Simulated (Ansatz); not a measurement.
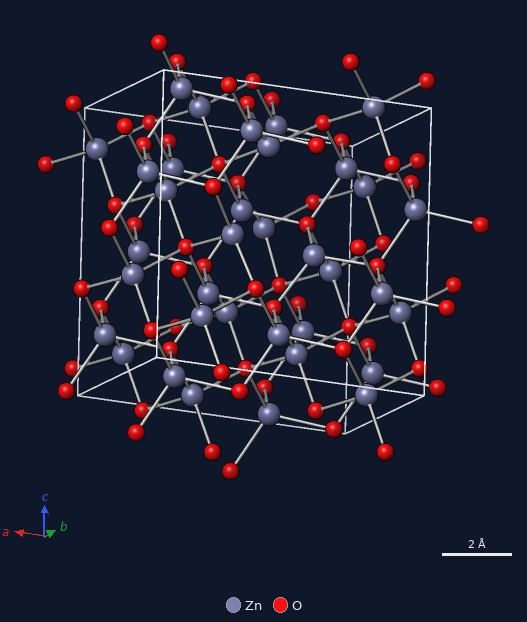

The starting structure (ball-and-stick view of the cell of the calculation, seen at an oblique angle; bonded neighbours outside the cell are drawn too). Near neighbours in the crystal (not all of them lie inside the picture): Zn has 3 O at 1.95 to 1.96 Å; Zn has 4 O at 1.99 to 2.03 Å; O has 4 Zn at 1.95 to 2.03 Å.

## Geometry relaxation, with input and output: Zn24O23 (charge +1) (part 1 of 3)

Zn24O23 (defect cell, 47 atoms in the cell, total charge +1), computed with DFT PBE, scalar-relativistic, plane waves, PAW, spin-polarised (Ansatz 0.2.0).

The structure derives from a Materials Project entry. It belongs to a series of runs on one base structure; here: O vacancy (site b), charge +1, atoms relaxed at the host's cell, started again with a moment of 3 μB.

## Input
```yaml
crystal:
  lattice:
    - [-3.2793907958, 5.6800714764, 5.2932332175]
    - [-3.2793907959, -5.6800714763, 5.2932332175]
    - [6.5587815918, -1.0e-10, 5.2932332175]
  atoms:
    - { symbol: Zn, position: [0.3232730792, 0.6566064125, 0.4899397459], spin: 0.75 }
    - { symbol: Zn, position: [0.6672533379, 0.4988407513, 0.3328329046] }
    - { symbol: Zn, position: [0.0001529613, 0.832398477, 0.6686494455] }
    - { symbol: Zn, position: [0.1655074179, 0.4994995712, 0.8339200046] }
    - { symbol: Zn, position: [0.4990651437, 0.8353161121, 0.166819628] }
    - { symbol: Zn, position: [0.1661662379, 0.0005866713, 0.3321740846] }
    - { symbol: Zn, position: [0.5019827788, 0.3334862947, 0.6657318103] }
    - { symbol: Zn, position: [0.8350726436, 0.6668537062, 0.0007548373] }
    - { symbol: Zn, position: [0.8340881706, 0.1684059769, 0.5001870395] }
    - { symbol: Zn, position: [0.3335203729, 0.1674215039, 0.0017393102] }
    - { symbol: Zn, position: [0.666358501, -0.0003081657, 0.8330251676] }
    - { symbol: Zn, position: [0.0003454788, 0.3336788121, 0.1670121455] }
    - { symbol: Zn, position: [0.3332853567, 0.4986783443, 0.1656909607] }
    - { symbol: Zn, position: [0.6684571754, 0.332482439, 0.0010498984] }
    - { symbol: Zn, position: [-0.000975706, 0.6666186901, 0.3320116776] }
    - { symbol: Zn, position: [0.165345011, 0.3323576273, 0.4999520234] }
    - { symbol: Zn, position: [0.5030833208, 0.6588803548, 0.8465080743], spin: 0.75 }
    - { symbol: Zn, position: [0.1667814522, 0.8344424899, 0.001585087] }
    - { symbol: Zn, position: [0.5011091565, 0.1682517537, 0.3334481189] }
    - { symbol: Zn, position: [0.8349184203, 0.5001147855, 0.6677758232] }
    - { symbol: Zn, position: [0.8343832317, 0.0017905087, 0.1658157723] }
    - { symbol: Zn, position: [0.3255470214, 0.013174741, 0.6697499874], spin: 0.75 }
    - { symbol: Zn, position: [0.6798414077, 0.8364166541, 0.4922136881], spin: 0.75 }
    - { symbol: Zn, position: [-0.0008508944, 0.167716565, 0.835123842] }
    - { symbol: O, position: [0.7915098502, 0.6265889568, 0.4609576628] }
    - { symbol: O, position: [0.1273662415, 0.9588905199, 0.7929588153] }
    - { symbol: O, position: [0.2932556234, 0.6276243294, 0.9581765168] }
    - { symbol: O, position: [0.6255571866, 0.9596254819, 0.2940329082] }
    - { symbol: O, position: [0.2942909961, 0.1248431835, 0.4599222901] }
    - { symbol: O, position: [0.6262921486, 0.4606995749, 0.7922238532] }
    - { symbol: O, position: [0.9596314801, 0.7940945171, 0.1270334927] }
    - { symbol: O, position: [0.960366826, 0.2929648134, 0.6274278505] }
    - { symbol: O, position: [0.4607611838, 0.2937001593, 0.1262981468] }
    - { symbol: O, position: [0.792299297, 0.1256326303, 0.9589659637] }
    - { symbol: O, position: [0.1275232197, 0.4608565531, 0.2941898864] }
    - { symbol: O, position: [0.4604178622, 0.6276061989, 0.2934790866] }
    - { symbol: O, position: [0.7935353135, 0.4603334254, 0.1263919837] }
    - { symbol: O, position: [0.1268124199, 0.7937511955, 0.4609395322] }
    - { symbol: O, position: [0.2942728656, 0.4601457532, 0.6270845288] }
    - { symbol: O, position: [0.6259012522, 0.7929737734, 0.9591599871] }
    - { symbol: O, position: [0.2932261688, 0.9603459419, 0.1266420133] }
    - { symbol: O, position: [0.6270126086, 0.29330868, 0.4598928354] }
    - { symbol: O, position: [0.9599753467, 0.6265595021, 0.7936792752] }
    - { symbol: O, position: [0.959725317, 0.1268686468, 0.2936667587] }
    - { symbol: O, position: [0.4596404401, 0.1258266538, 0.7925679189] }
    - { symbol: O, position: [0.7924933205, 0.9592345856, 0.6263071068] }
    - { symbol: O, position: [0.127000092, 0.2930586504, 0.9602019801] }
  host:
    lattice:
      - [3.2793907959, 0.0, 0.0]
      - [-1.6396953979, 2.8400357382, 0.0]
      - [0.0, 0.0, 5.2932332175]
    atoms:
      - { symbol: Zn, position: [0.6666666667, 0.3333333333, 0.5006044103] }
      - { symbol: Zn, position: [0.3333333333, 0.6666666667, 0.0006044103] }
      - { symbol: O, position: [0.6666666667, 0.3333333333, 0.8797055897] }
      - { symbol: O, position: [0.3333333333, 0.6666666667, 0.3797055897] }
total_charge: 1
basis:
  ecutwfc: 420
  xc_grid: 2
kpoints:
  mp_grid: { grid: [2, 2, 2], shift: [0.5, 0.5, 0.5] }
hamiltonian:
  xc: pbe
scf:
  occupations: { method: gaussian, width: 0.01 }
output:
  forces: true
  stress: false
  eigenvalues: true
  populations: true
  charged_corrections:
    defect_position: [0.45990186, 0.7932352, 0.62656853]
    epsilon: [[10.5527, 0.0, 0.0], [0.0, 10.5527, 0.0], [0.0, 0.0, 11.5861]]
  write_density: true
  write_potential: true
  elf: true
  volumetric_format: npy
magnetization:
  spin_polarized: true
relax:
  adjacent_minimum: "off"
  f_tol: 0.025
  max_steps: 45
```

Command:
```bash
ansatz run input.yaml --threads 4 --pin off --max-ram 6144MiB --backend cpu --events-out ev --progress --plain --runs-dir out
```

## Log
```
Engine: ansatz 0.2.0, aarch64-unknown-linux-gnu
Pseudopotentials: kind: paw
Pseudopotential: Zn, paw, valence charge 12, recommended cutoff 420 eV (normal), Zn.paw.azcp
Pseudopotential: O, paw, valence charge 6, recommended cutoff 420 eV (normal), O.paw.azcp
Functional definition: PBE
  parameter kappa = 0.804
  parameter beta = 0.06672455060314922
  exchange = pbe_x(kappa = kappa, mu = beta*pi^2/3)
  correlation = pbe_c(beta = beta)
Crystal: 47 atoms, lattice volume = 591.588 Å³
Basis set: ecut = 420 eV, 11543 PW (Γ), exchange–correlation on 120×120×120 points (8 copies of the dense FFT grid, shifted against one another)
Bands: 261, of which v1, the nominal top of the filled ones, is band 213 counted from 1 (212 counted from 0)
Symmetry: 3 space group operations
Space group: R3 (ITA 146), of the structure as read, at distance tolerance 8.4e-5 Å
Magnetic group: BNS 146.10 (UNI 1240), of the structure as read, at distance tolerance 8.4e-5 Å
k-points: 2 of 8 (time reversal used)
Non-local potential: Zn, projectors of the file, l = 0: 2, l = 1: 2, l = 2: 3, l = 3: 1
Non-local potential: O, projectors of the file, l = 0: 2, l = 1: 2, l = 2: 1
PAW form: soft (Blöchl's): semilocal exchange-correlation on the pseudo side does not see the compensation charge
PAW one-centre angular grid: Zn, 590 points (default); XC on 64 Gauss nodes
PAW one-centre angular grid: O, 110 points (default); XC on 64 Gauss nodes
Initial density: superposition of atomic densities (chi_scale 0.1, normalization cell, long waves kept (reshape's long-wave potential 0.30 eV rms))
Starting moments: Σ|m| = 3 μB on 4 of 47 sites
Initial wavefunctions: pseudopotential atomic-orbital guess
Functional: x = pbe(κ = 0.804, μ = 0.2195149727645171), c = pbe(β = 0.06672455060314922)
SCF iter   1: F=—  HF=-92735.942595 eV  |F-HF|=—  |Δ(HF+E_count)|=         —  Δρ=6.87e-2 (↑5.04e-2 ↓6.87e-2)  dr2=3.64e1  dr2_m=4.28e0  M=0.996 μB ∫|m|=0.999 μB  β_m=0.30  ethr=3.10e-3  ⟨swp⟩=5.5  Hψ=3652  notcnv=0  defer=8
preconditioner: auto → Resta (q_TF=auto, 2.582 Å⁻¹)  ε∞=6.3  [insulator: Δε(μ)=0.037 eV  Ē_g=13.693 eV  σ=0.010 eV  W_gap=0.99  n_scr=166 (ndim 8)  ℏωp=31.5 eV  f_vac=0.003  D(μ)=1.54/eV (n_scr^D=0)  ε∞_Penn≈6.3]
spin=Collinear: Resta preconditioning applied to the charge; magnetization (m = ρ↑ − ρ↓) channel mixes plain (no charge-response kernel on spin).
SCF iter   2: F=—  HF=-92726.719421 eV  |F-HF|=—  |Δ(HF+E_count)|=    9.22e0  Δρ=3.94e-2 (↑2.84e-2 ↓3.94e-2)  dr2=1.15e1  dr2_m=2.11e0  M=1.000 μB ∫|m|=1.003 μB  β_m=0.30  ethr=3.10e-3  ⟨swp⟩=2.0  Hψ=1990  notcnv=0  defer=166
SCF iter   3: F=—  HF=-92723.237396 eV  |F-HF|=—  |Δ(HF+E_count)|=    3.48e0  Δρ=1.62e-2 (↑1.49e-2 ↓1.62e-2)  dr2=1.15e0  dr2_m=1.05e0  M=1.000 μB ∫|m|=1.004 μB  β_m=0.30  ethr=2.70e-3  ⟨swp⟩=2.8  Hψ=1685  notcnv=0  defer=171
SCF iter   4: F=—  HF=-92722.689272 eV  |F-HF|=—  |Δ(HF+E_count)|=   5.48e-1  Δρ=1.07e-2 (↑1.07e-2 ↓9.88e-3)  dr2=1.33e-1  dr2_m=5.29e-1  M=1.000 μB ∫|m|=1.006 μB  β_m=0.30  ethr=2.70e-4  ⟨swp⟩=2.0  Hψ=1815  notcnv=0  defer=171
SCF iter   5: F=—  HF=-92722.902468 eV  |F-HF|=—  |Δ(HF+E_count)|=   2.13e-1  Δρ=9.12e-3 (↑9.12e-3 ↓6.67e-3)  dr2=1.44e-1  dr2_m=2.68e-1  M=1.000 μB ∫|m|=1.010 μB  β_m=0.30  ethr=3.13e-5  ⟨swp⟩=2.0  Hψ=1654  notcnv=0  defer=171
SCF iter   6: F=—  HF=-92722.911313 eV  |F-HF|=—  |Δ(HF+E_count)|=   8.84e-3  Δρ=5.30e-3 (↑5.30e-3 ↓4.87e-3)  dr2=1.03e-2  dr2_m=1.37e-1  M=1.000 μB ∫|m|=1.014 μB  β_m=0.30  ethr=3.13e-5  ⟨swp⟩=2.2  Hψ=1077  notcnv=0  defer=166
SCF iter   7: F=—  HF=-92722.903948 eV  |F-HF|=—  |Δ(HF+E_count)|=   7.36e-3  Δρ=3.67e-3 (↑3.55e-3 ↓3.67e-3)  dr2=1.33e-3  dr2_m=7.00e-2  M=1.000 μB ∫|m|=1.018 μB  β_m=0.30  ethr=2.43e-6  ⟨swp⟩=2.0  Hψ=1664  notcnv=0  defer=166
Mixer restart at iter 7: flushing history
spin-set hold released at iteration 7 (site moments contracting): the magnetisation degrees of freedom join the quasi-Newton model from the next iteration; the mixer history was flushed
SCF iter   8: F=—  HF=-92722.911954 eV  |F-HF|=—  |Δ(HF+E_count)|=   8.01e-3  Δρ=2.70e-3 (↑2.48e-3 ↓2.70e-3)  dr2=8.47e-4  dr2_m=3.60e-2  M=1.000 μB ∫|m|=1.021 μB  β_m=0.65  ethr=3.13e-7  ⟨swp⟩=2.0  Hψ=1648  notcnv=0  defer=166
SCF iter   9: F=—  HF=-92722.923449 eV  |F-HF|=—  |Δ(HF+E_count)|=   1.15e-2  Δρ=2.10e-4 (↑2.10e-4 ↓1.74e-4)  dr2=4.65e-4  dr2_m=1.80e-5  M=1.000 μB ∫|m|=1.034 μB  β_m=0.55  ethr=1.99e-7  ⟨swp⟩=3.2  Hψ=2125  notcnv=0  defer=166
SCF iter  10: F=—  HF=-92722.922706 eV  |F-HF|=—  |Δ(HF+E_count)|=   7.43e-4  Δρ=1.14e-4 (↑1.14e-4 ↓1.05e-4)  dr2=2.08e-4  dr2_m=8.22e-6  M=1.000 μB ∫|m|=1.035 μB  β_m=0.69  ethr=1.09e-7  ⟨swp⟩=2.0  Hψ=1799  notcnv=0  defer=166
SCF iter  11: F=—  HF=-92722.922715 eV  |F-HF|=—  |Δ(HF+E_count)|=   8.70e-6  Δρ=3.12e-5 (↑3.12e-5 ↓2.43e-5)  dr2=2.53e-5  dr2_m=6.83e-7  M=1.000 μB ∫|m|=1.036 μB  β_m=0.85  ethr=4.90e-8  ⟨swp⟩=2.0  Hψ=1584  notcnv=0  defer=166
SCF iter  12: F=-92722.922735 eV  HF=-92722.922734 eV  |F-HF|=1.25e-6  |Δ(HF+E_count)|=   1.89e-5  Δρ=2.03e-5 (↑1.77e-5 ↓2.03e-5)  dr2=6.78e-6  dr2_m=3.25e-8  M=1.000 μB ∫|m|=1.037 μB  ethr=3.68e-9  ⟨swp⟩=17.5  Hψ=11902  notcnv=0
SCF 1 converged in 12 iterations: F = -92722.922735 eV  dr2 = 6.78e-6
  greatest PAW one-centre occupation: 0.988 electrons in one spin orbital (limit 2), on the Zn atom at site 22 (counted from 0), in its partial waves of l = 2
relax step   1: F+E_penalty+E_count = -92722.92273492 eV  Δ(F+E_penalty+E_count) = +0.000e0 eV  max|allowed force component| = 6.130e-3 eV/Å  Δτ_max = 0.0000 Å  (12 SCF iters, dr2 threshold 1.56e-5 eV, accepted)
Initial density: handed on by an earlier stage of this run
Starting moments: Σ|m| = 3 μB on 4 of 47 sites; this step starts from the density that it was given
Initial wavefunctions: those handed on with the density
iter 1 solved again at ethr=1.60e-9 eV; its pass at ethr=3.10e-3 eV (dr2=6.79e-6 eV) is discarded
SCF iter   1: F=—  HF=-92722.922734 eV  |F-HF|=—  |Δ(HF+E_count)|=         —  Δρ=2.03e-5 (↑1.77e-5 ↓2.03e-5)  dr2=6.78e-6  dr2_m=3.25e-8  M=1.000 μB ∫|m|=1.037 μB  β_m=0.30  ethr=1.60e-9  ⟨swp⟩=1.0  Hψ=2464  notcnv=0
preconditioner: auto → Resta (q_TF=auto, 2.582 Å⁻¹)  ε∞=7.6  [insulator: Δε(μ)=0.298 eV  Ē_g=12.295 eV  σ=0.010 eV  W_gap=1.00  n_scr=166 (ndim 8)  ℏωp=31.5 eV  f_vac=0.040  D(μ)=0.00/eV (n_scr^D=0)  ε∞_Penn≈7.6]
spin=Collinear: Resta preconditioning applied to the charge; magnetization (m = ρ↑ − ρ↓) channel mixes plain (no charge-response kernel on spin).
SCF iter   2: F=—  HF=-92722.922734 eV  |F-HF|=—  |Δ(HF+E_count)|=   7.48e-7  Δρ=1.17e-5 (↑1.06e-5 ↓1.17e-5)  dr2=3.16e-6  dr2_m=1.93e-8  M=1.000 μB ∫|m|=1.037 μB  β_m=0.47  ethr=1.60e-9  ⟨swp⟩=2.5  Hψ=1702  notcnv=0
SCF iter   3: F=—  HF=-92722.922737 eV  |F-HF|=—  |Δ(HF+E_count)|=   2.25e-6  Δρ=6.06e-6 (↑5.76e-6 ↓6.06e-6)  dr2=1.19e-6  dr2_m=4.82e-9  M=1.000 μB ∫|m|=1.037 μB  β_m=0.68  ethr=7.43e-10  ⟨swp⟩=2.2  Hψ=1610  notcnv=0
SCF iter   4: F=—  HF=-92722.922738 eV  |F-HF|=—  |Δ(HF+E_count)|=   1.52e-6  Δρ=2.82e-6 (↑2.66e-6 ↓2.82e-6)  dr2=1.40e-7  dr2_m=3.06e-10  M=1.000 μB ∫|m|=1.037 μB  β_m=0.59  ethr=2.81e-10  ⟨swp⟩=2.0  Hψ=1723  notcnv=0
SCF iter   5: F=-92722.922738 eV  HF=-92722.922738 eV  |F-HF|=6.97e-9  |Δ(HF+E_count)|=   2.25e-8  Δρ=8.79e-7 (↑8.48e-7 ↓8.79e-7)  dr2=1.15e-8  dr2_m=3.91e-10  M=1.000 μB ∫|m|=1.037 μB  ethr=2.35e-11  ⟨swp⟩=9.5  Hψ=7456  notcnv=0
SCF 2 converged in 5 iterations: F = -92722.922738 eV  dr2 = 1.15e-8
  greatest PAW one-centre occupation: 0.988 electrons in one spin orbital (limit 2), on the Zn atom at site 16 (counted from 0), in its partial waves of l = 2
relax step   2: F+E_penalty+E_count = -92722.92273822 eV  Δ(F+E_penalty+E_count) = -3.299e-6 eV  max|allowed force component| = 6.397e-3 eV/Å  Δτ_max = 0.0000 Å  (5 SCF iters, accepted)
```

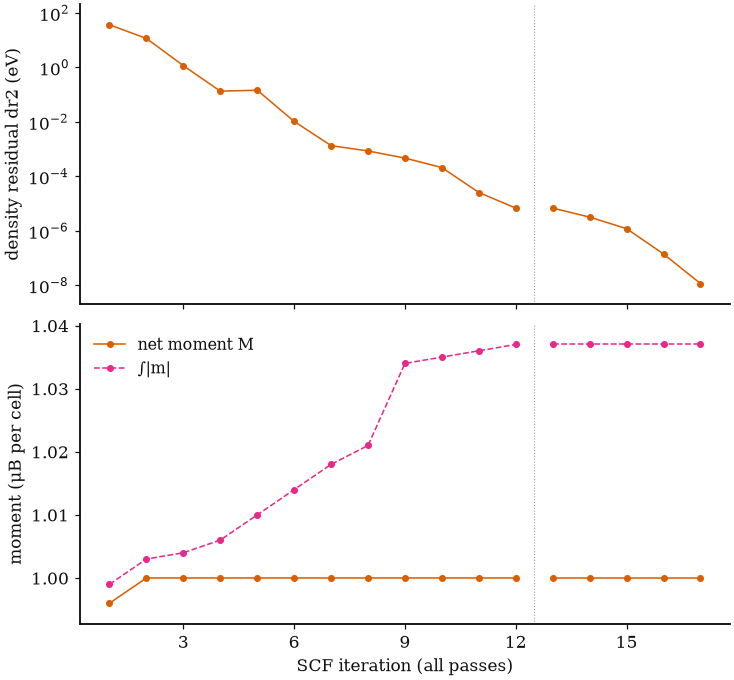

Convergence of the self-consistent field: density residual dr2 and magnetic moment against the SCF iteration. The dotted lines part the SCF passes of the relaxation: geometry steps, rejected trials and re-solves on a re-selected basis. The passes take 12 and 5 iterations. The net moment stays at 1.0 μB per cell.

```
SCF converged after 5 iterations
Magnetization: 1.0000 μB (213.0000 up, 212.0000 down)
Absolute magnetization: 1.0483 μB (∫|ρ↑−ρ↓|, with the PAW one-centre terms)
Spin contamination: 0.0022 ħ² per cell (⟨S²⟩ above its minimum at these occupations)
Per-site moments (μB) at R_I (Å): [(0.013715088421286254, 0.8050844443143959), (0.0009723724286214659, 0.8212555262370994), (0.0014806688691174138, 0.8190090486797518), (0.0009723724286213504, 0.8212555262371001), (0.0014806688691174656, 0.8190090486797524), (0.0009723724286209311, 0.8212555262370995), (0.0014806688691176113, 0.8190090486797525), (0.0015248324088298062, 0.8225177065039104), (0.0015248324088296822, 0.8225177065039093), (0.0015248324088296588, 0.8225177065039097), (0.0002135805074448032, 0.8234482384040309), (0.0009951993265048089, 0.8246223335489978), (0.003758243189752767, 0.8197016054145704), (0.002232885151615232, 0.8215541728206052), (0.0037582431897526538, 0.8197016054145704), (0.003758243189752616, 0.8197016054145704), (0.015419781260714544, 0.8054587946111403), (0.000917688417277593, 0.8235947564133141), (0.0009176884172776686, 0.8235947564133134), (0.0009176884172777434, 0.8235947564133138), (0.0022328851516148765, 0.8215541728206046), (0.015419781260714147, 0.8054587946111396), (0.015419781260714263, 0.8054587946111401), (0.0022328851516151215, 0.8215541728206043), (0.022981387565386265, 0.8059751331783304), (0.023142785675672583, 0.8054587946111396), (0.02298138756538633, 0.8059751331783307), (0.023142785675672645, 0.8054587946111401), (0.02298138756538626, 0.8059751331783304), (0.023142785675672763, 0.8054587946111403), (0.00802427697097337, 0.8197016054145704), (0.008024276970973554, 0.8197016054145704), (0.008024276970973571, 0.8197016054145704), (0.00885481955749959, 0.8215541728206043), (0.009968112688875399, 0.822511128624389), (0.02308626603593172, 0.8050844443143963), (0.005329297486334052, 0.8215209616418189), (0.023086266035931412, 0.8050844443143959), (0.023086266035931745, 0.8050844443143964), (0.023538971265427696, 0.8084898789409488), (0.005217002252097785, 0.8190090486797524), (0.005217002252097884, 0.8190090486797525), (0.005217002252097952, 0.8190090486797518), (0.005329297486333811, 0.8215209616418205), (0.023538971265427835, 0.808489878940949), (0.023538971265427696, 0.8084898789409495), (0.005329297486333971, 0.821520961641819)]
Free energy (F): -92722.922738 eV
Harris-Foulkes:  -92722.922738 eV  (|F-HF|=6.97e-9)
Internal energy: -92722.922738 eV  (E = F + TS)
E sigma→0 (E₀):  -92722.922738 eV
Fermi energy:    7.692685 eV
--- Per-component energies (eV) ---
  E_band       = 548.776769
  E_kinetic    = 7133.511257
  E_local      = -49093.949976  (includes V_loc(G=0)·N_el)
  E_nonlocal   = 15963.202271
  E_hartree    = 20208.968040
  E_xc         = -4948.830241
  E_vxc        = -3361.458863  (∫ρ·V_xc dr)
  E_paw        = -47601.686327  (= ΣΔE_a)
  E_vpaw       = -10510.489535  (= ΣTr[D̂ρ^β])
  E_aug_tail   = 0.047332  (compensation charges beyond the density's cutoff)
  E_ewald      = -34384.185095
  E_smearing   = -0.000000  (= −TS)
  E_closure    = 0.000000  (closes the sum)
  E_deformation_potential = 13.409473  (in the stress; not in F)
  Σ components = -92722.922738   (vs F -92722.922738, Δ=0.00e0)
```
